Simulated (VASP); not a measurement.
# AgCl (Chlorargyrite): structure and properties in VASP

Wanted: the relaxed cell of AgCl (Chlorargyrite) and its properties. The steps: relaxing cell and atoms (r2SCAN + rVV10), second relaxation, density, ELF and potential (r2SCAN + rVV10), bands along the symmetry lines (r2SCAN + rVV10), density of states (r2SCAN + rVV10), dielectric tensor and Born charges (r2SCAN + rVV10) and zone-centre phonons (r2SCAN + rVV10). The start is a cell from a database of measured crystal structures.

Method: r2SCAN with rVV10; plane waves and PAW (Ag, Cl), in VASP 6.6.1.

The database entry behind the starting cell differs from later determinations by our own check (an axis about 1.4 % short against later determinations), so it need not match the best structure at ambient conditions.

### 1. The structure

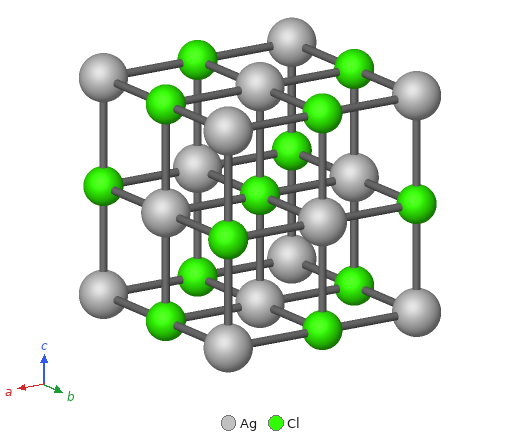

Start, viewed from a free direction; silver light grey, chlorine green. This picture shows the conventional cell, with its axes. Some periodic images of atoms are drawn too.

### 2. Relaxing cell and atoms (r2SCAN + rVV10)

Properties are meant for the cell that this level of theory prefers, so cell and atoms are relaxed first (ISIF = 3) until forces and stress are small; EDIFFG sets the threshold. r2SCAN adds the kinetic-energy density, costs more than a GGA and is run with LASPH. LUSE_VDW switches on a nonlocal correlation term for dispersion.

Input file INCAR:

```
SYSTEM = AgCl
PREC = Accurate
ENCUT = 400
EDIFF = 1E-06
NELM = 100
ISMEAR = 0
SIGMA = 0.05
LREAL = .FALSE.
ALGO = Normal
METAGGA = R2SCAN
LUSE_VDW = .TRUE.
IVDW_NL = 2
BPARAM = 11.95
CPARAM = 0.0093
LASPH = .TRUE.
NBANDS = 15
LORBIT = 11
LWAVE = .FALSE.
LCHARG = .FALSE.
KPAR = 2
IBRION = 2
NSW = 60
ISIF = 3
EDIFFG = -0.01
```

Input file POSCAR:

```
AgCl
1.0
    0.0000000000      2.7350000000      2.7350000000
    2.7350000000      0.0000000000      2.7350000000
    2.7350000000      2.7350000000      0.0000000000
Ag Cl
1 1
Direct
    0.0000000000      0.0000000000      0.0000000000
    0.5000000000      0.5000000000      0.5000000000
```

Input file KPOINTS:

```
Automatic mesh
0
Gamma
7 7 7
0 0 0
```

The projector-augmented-wave data sets are Ag and Cl (PBE family, release 64).

The run is started by

```bash
$ mpirun -np 2 vasp_std
```

Log:

```text
[banner, memory and clock lines left out]
running    2 mpi-ranks, on    1 nodes
 distrk:  each k-point on    1 cores,    2 groups
 distr:  one band on    1 cores,    1 groups

 POSCAR found type information on POSCAR AgCl
 POSCAR found :  2 types and       2 ions
|                                                                             |
|               ----> ADVICE to this user running VASP <----                  |
|                                                                             |
|     You have switched on vdW-DFT.                                           |
|     This routine was written and supplied by Jiri Klimes. We recommend      |
|     that you carefully read and cite the following publications:            |
|       J. Klimes, D.R. Bowler, A. Michelides                                 |
|          J. Phys.: Cond Matt. 22 022201 (2010)                              |
|       J. Klimes, D.R. Bowler, A. Michelides                                 |
|          Phys. Rev. B. 83, 195131 (2011)                                    |
|     and references therein.                                                 |
|                                                                             |

|                                                                             |
|               ----> ADVICE to this user running VASP <----                  |
|                                                                             |
|     You enforced a specific xc type in the INCAR file but a different       |
|     [... a line on the potential file left out ...]
|     I HOPE YOU KNOW WHAT YOU ARE DOING!                                     |
|                                                                             |

 LDA part: xc-table for (None), standard interpolation
 POSCAR, INCAR and KPOINTS ok, starting setup
 FFT: planning ... GRIDC
 FFT: planning ... GRID_SOFT
 FFT: planning ... GRID
 WAVECAR not read
 entering main loop
       N       E                     dE             d eps       ncg     rms          rms(c)
Total rVV10 correction in eV:      0.5239656    21.5737324
Total rVV10 correction in eV:      0.5239656    21.5737324
DAV:   1     0.597633662692E+02    0.59763E+02   -0.76057E+03   616   0.889E+02
DAV:   2    -0.303440638691E+02   -0.90107E+02   -0.83687E+02   740   0.212E+02
DAV:   3    -0.331393745474E+02   -0.27953E+01   -0.27904E+01   761   0.404E+01
DAV:   4    -0.331589399854E+02   -0.19565E-01   -0.19564E-01   754   0.365E+00
DAV:   5    -0.331592298413E+02   -0.28986E-03   -0.28985E-03   775   0.436E-01    0.735E+00
Total rVV10 correction in eV:      0.5232227    21.5737324
Total rVV10 correction in eV:      0.5232227    21.5737324
DAV:   6    -0.281609932478E+02    0.49982E+01   -0.37589E+00   600   0.211E+01    0.643E+00
Total rVV10 correction in eV:      0.5288106    21.5737324
Total rVV10 correction in eV:      0.5288106    21.5737324
DAV:   7    -0.281007171636E+02    0.60276E-01   -0.17619E-01   670   0.449E+00    0.408E+00
Total rVV10 correction in eV:      0.5373507    21.5737324
Total rVV10 correction in eV:      0.5373507    21.5737324
DAV:   8    -0.280895123781E+02    0.11205E-01   -0.11753E-01   656   0.407E+00    0.801E-01
Total rVV10 correction in eV:      0.5394307    21.5737324
Total rVV10 correction in eV:      0.5394307    21.5737324
DAV:   9    -0.280903064340E+02   -0.79406E-03   -0.40170E-03   754   0.731E-01    0.384E-01
Total rVV10 correction in eV:      0.5388973    21.5737324
Total rVV10 correction in eV:      0.5388973    21.5737324
DAV:  10    -0.280896903751E+02    0.61606E-03   -0.14866E-03   775   0.438E-01    0.136E-01
Total rVV10 correction in eV:      0.5385324    21.5737324
Total rVV10 correction in eV:      0.5385324    21.5737324
DAV:  11    -0.280896304509E+02    0.59924E-04   -0.56496E-04   719   0.201E-01    0.336E-02
Total rVV10 correction in eV:      0.5385304    21.5737324
Total rVV10 correction in eV:      0.5385304    21.5737324
DAV:  12    -0.280896323198E+02   -0.18689E-05   -0.85010E-06   775   0.264E-02    0.245E-02
Total rVV10 correction in eV:      0.5386557    21.5737324
Total rVV10 correction in eV:      0.5386557    21.5737324
DAV:  13    -0.280896312262E+02    0.10936E-05   -0.23515E-05   677   0.540E-02    0.629E-03
Total rVV10 correction in eV:      0.5386406    21.5737324
Total rVV10 correction in eV:      0.5386406    21.5737324
DAV:  14    -0.280896308141E+02    0.41203E-06   -0.88120E-07   419   0.113E-02
Total rVV10 correction in eV:      0.5386253    21.5737324
Total rVV10 correction in eV:      0.5386253    21.5737324
Total rVV10 correction in eV:      0.5386339    21.5737324
Total rVV10 correction in eV:      0.5386339    21.5737324
   1 F= -.28089631E+02 E0= -.28089631E+02  d E =-.280896E+02
 curvature:   0.00 expect dE= 0.000E+00 dE for cont linesearch  0.000E+00
 trial: gam= 0.00000 g(F)=  0.307E-60 g(S)=  0.275E-02 ort = 0.000E+00 (trialstep = 0.100E+01)
 search vector abs. value=  0.275E-02
 bond charge predicted
       N       E                     dE             d eps       ncg     rms          rms(c)
Total rVV10 correction in eV:      0.5384309    21.5737324
Total rVV10 correction in eV:      0.5384309    21.5737324
DAV:   1    -0.281234826581E+02   -0.33851E-01   -0.59154E-01   600   0.781E+00    0.131E+00
Total rVV10 correction in eV:      0.5422263    21.5737320
Total rVV10 correction in eV:      0.5422263    21.5737320
DAV:   2    -0.280928896366E+02    0.30593E-01   -0.71727E-02   600   0.313E+00    0.413E-01
Total rVV10 correction in eV:      0.5432842    21.5737320
Total rVV10 correction in eV:      0.5432842    21.5737320
DAV:   3    -0.280910946031E+02    0.17950E-02   -0.59005E-03   740   0.680E-01    0.311E-01
Total rVV10 correction in eV:      0.5432511    21.5737320
Total rVV10 correction in eV:      0.5432511    21.5737320
DAV:   4    -0.280909272829E+02    0.16732E-03   -0.33793E-04   733   0.184E-01    0.489E-02
Total rVV10 correction in eV:      0.5431593    21.5737320
Total rVV10 correction in eV:      0.5431593    21.5737320
DAV:   5    -0.280909176629E+02    0.96201E-05   -0.48817E-05   698   0.109E-01    0.268E-02
Total rVV10 correction in eV:      0.5430969    21.5737320
Total rVV10 correction in eV:      0.5430969    21.5737320
DAV:   6    -0.280909166783E+02    0.98457E-06   -0.11248E-05   691   0.278E-02    0.593E-03
Total rVV10 correction in eV:      0.5430970    21.5737320
Total rVV10 correction in eV:      0.5430970    21.5737320
DAV:   7    -0.280909168835E+02   -0.20520E-06   -0.10704E-07   391   0.330E-03
Total rVV10 correction in eV:      0.5430880    21.5737320
Total rVV10 correction in eV:      0.5430880    21.5737320
Total rVV10 correction in eV:      0.5430873    21.5737320
Total rVV10 correction in eV:      0.5430873    21.5737320
   2 F= -.28090917E+02 E0= -.28090917E+02  d E =-.128607E-02
 trial-energy change:   -0.001286  1 .order   -0.001267   -0.002748    0.000214
 step:   0.9303(harm=  0.9278)  dis= 0.00000  next Energy=   -28.090924 (dE=-0.129E-02)
 reached required accuracy - stopping structural energy minimisation
```

The job ended after 2.7 min (2 MPI ranks of AMD EPYC 7R43, shared host; peak memory 0.43 GiB; 5 min of CPU time).

The logs omit lines about the potential files and the build; timing stands in the text.

Parts of OUTCAR (step 2):

```text
ion  position               nearest neighbor table
   1  0.000  0.000  0.000-   2 2.73   2 2.73   2 2.73   2 2.73   2 2.73   2 2.73
   2  0.500  0.500  0.500-   1 2.73   1 2.73   1 2.73   1 2.73   1 2.73   1 2.73

  LATTYP: Found a face centered cubic cell.
 ALAT       =     5.4700000000

 Subroutine GETGRP returns: Found 48 space group operations
 (whereof 48 operations were pure point group operations)

The static configuration has the point symmetry O_h .

 Found     20 irreducible k-points:

   k-points           NKPTS =     20   k-points in BZ     NKDIM =     20   number of bands    NBANDS=     15

   dimension x,y,z NGX =    28 NGY =   28 NGZ =   28
   dimension x,y,z NGXF=    56 NGYF=   56 NGZF=   56

   ENCUT  =  400.0 eV  29.40 Ry    5.42 a.u.   6.31  6.31  6.31*2*pi/ulx,y,z

   NELECT =      18.0000    total number of electrons

 k-points in reciprocal lattice and weights: Automatic mesh
   0.00000000  0.00000000  0.00000000       0.003
   0.14285714  0.00000000  0.00000000       0.023
   0.28571429  0.00000000  0.00000000       0.023
   0.42857143  0.00000000  0.00000000       0.023
   0.14285714  0.14285714  0.00000000       0.017
   0.28571429  0.14285714  0.00000000       0.070
   0.42857143  0.14285714  0.00000000       0.070
  -0.42857143  0.14285714  0.00000000       0.070
  -0.28571429  0.14285714  0.00000000       0.070
[...]
-0.42857143  0.42857143  0.14285714       0.070
  -0.28571429  0.42857143  0.14285714       0.070

 average (electrostatic) potential at core
       1 -77.8811       2 -94.6238

 E-fermi :   4.1141

 k-point     1 :       0.0000    0.0000    0.0000
  band No.  band energies     occupation
    ...
      5       1.3387      2.00000
      6       1.3388      2.00000
      7       1.3388      2.00000
      8       1.3920      2.00000
      9       1.3920      2.00000
     10       5.2545      0.00000
     11      15.1732      0.00000
     12      15.1732      0.00000
     13      15.1732      0.00000
     14      16.5027      0.00000
    ...

 k-point     2 :       0.1429    0.0000    0.0000
  band No.  band energies     occupation
    ...
      5       1.4130      2.00000
      6       1.4130      2.00000
      7       1.6511      2.00000
      8       2.3371      2.00000
      9       2.3371      2.00000
     10       6.1429      0.00000
     11      13.5140      0.00000
     12      14.7821      0.00000
     13      14.7821      0.00000
     14      16.5392      0.00000
    ...

 k-point     3 :       0.2857    0.0000    0.0000
  band No.  band energies     occupation
    ...
      5       1.5745      2.00000
      6       1.5745      2.00000
      7       1.8564      2.00000
      8       3.2376      2.00000
      9       3.2376      2.00000
     10       7.6543      0.00000
     11      11.7951      0.00000
     12      13.2667      0.00000
     13      13.2667      0.00000
     14      16.9670      0.00000
    ...

  Total       -0.0151662     -0.0151662     -0.0151662      0.0000000      0.0000000     -0.0000000
  in kB       -0.5855660     -0.5855660     -0.5855660      0.0000000      0.0000000     -0.0000000
  external PRESSURE =      -0.5855660 kB  Pullay stress =       0.0000000 kB

  energy-cutoff  :      400.00
  volume of cell :       41.50
      direct lattice vectors                 reciprocal lattice vectors
     0.000000000  2.747856413  2.747856413    -0.181960017  0.181960017  0.181960017
     2.747856413  0.000000000  2.747856413     0.181960017 -0.181960017  0.181960017
     2.747856413  2.747856413  0.000000000     0.181960017  0.181960017 -0.181960017

 POSITION                                       TOTAL-FORCE (eV/Angst)
 -----------------------------------------------------------------------------------
      2.74786      0.00000      2.74786         0.000000      0.000000      0.000000
      2.74786      2.74786      2.74786        -0.000000      0.000000     -0.000000
 -----------------------------------------------------------------------------------
    total drift:                                0.000000      0.000000      0.000000

  FREE ENERGIE OF THE ION-ELECTRON SYSTEM (eV)
  ---------------------------------------------------
  free  energy   TOTEN  =       -28.0909168835 eV

  energy  without entropy=      -28.0909168835  energy(sigma->0) =      -28.09091688

 reached required accuracy - stopping structural energy minimisation

 total charge
# of ion       s       p       d       tot
------------------------------------------
    1        0.200   0.143   9.387   9.729
    2        1.609   3.510   0.000   5.119
--------------------------------------------------
tot          1.809   3.653   9.387  14.849

[... 3 further parts left out ...]
```

CONTCAR:

```
AgCl
   1.00000000000000
     0.0000000000000000    2.7478564130486358    2.7478564130486358
     2.7478564130486358    0.0000000000000000    2.7478564130486358
     2.7478564130486358    2.7478564130486358    0.0000000000000000
  Ag              Cl
     1     1
Direct
     0.0000000000000000    1.0000000000000000    0.0000000000000000
     0.5000000000000000    0.5000000000000000    0.5000000000000000
```

The gap is read on the k-mesh alone, so it is an upper bound where the band edges lie off the mesh. The PAW data sets were made with PBE, which is usual practice but a small mismatch for other functionals. The run keeps the 48 symmetry operations of its start, so it cannot find a distortion of lower symmetry.

Step by step:

| step | energy less that of the first step (eV) | largest force (eV/Å) | pressure (GPa) | volume (Å³) |
| --- | --- | --- | --- | --- |
| 1 | 0.0000 | 0.0000 | 0.76 | 40.92 |
| 2 | -0.0013 | 0.0000 | -0.06 | 41.50 |

| conventional cell, symmetrised | before | after | change |
| --- | --- | --- | --- |
| a (Å) | 5.470 | 5.496 | +0.5 % |
| b (Å) | 5.470 | 5.496 | +0.5 % |
| c (Å) | 5.470 | 5.496 | +0.5 % |
| volume (Å³/atom) | 20.46 | 20.75 | +1.4 % |

The relaxed structure:

```cif
data_structure
_symmetry_space_group_name_H-M 'P 1'
_symmetry_Int_Tables_number 1
_cell_length_a 3.8861
_cell_length_b 3.8861
_cell_length_c 3.8861
_cell_angle_alpha 60.000
_cell_angle_beta 60.000
_cell_angle_gamma 60.000
_cell_volume 41.50
loop_
_atom_site_label
_atom_site_type_symbol
_atom_site_fract_x
_atom_site_fract_y
_atom_site_fract_z
_atom_site_occupancy
Ag1 Ag 0.00000 0.00000 0.00000 1
Cl2 Cl 0.50000 0.50000 0.50000 1
```

Numbers from this step:

```
electrons                       : 18
bands                           : 15
irreducible k-points            : 20
symmetry operations             : 48
free energy (TOTEN)             : -28.09 eV
Fermi energy                    : 4.114 eV
pressure                        : -0.05856 GPa
metallic                        : no
valence top at k                : 0.4286, 0, 0
conduction bottom at k          : 0, 0, 0
least direct gap at k           : 0.1429, 0, 0
SCF cycles over all ionic steps : 21
gap on the k-mesh               : 1.444 eV
least direct gap on the k-mesh  : 3.806 eV
```

It ends with forces that vanish by symmetry and a pressure of -0.06 GPa. The volume lies +1.4 % from that of the database's start.

(Continued in part 2 of 5.)

[Lines on the potential files, build, host, timing and source positions are cut from VASP's logs without a mark.]

[Logs are printed without paths, hosts, clocks, repeated set-up lines and the standing remarks that a program may print on its own settings, such as how far it seeks lower states.]

[Hosts, paths, dates, database ids (printed as entryN), source tags and the programs' standing remarks are cut or masked in the printed files.]

[A measured line is paired with the nearest computed mode of its activity, which favours agreement.]
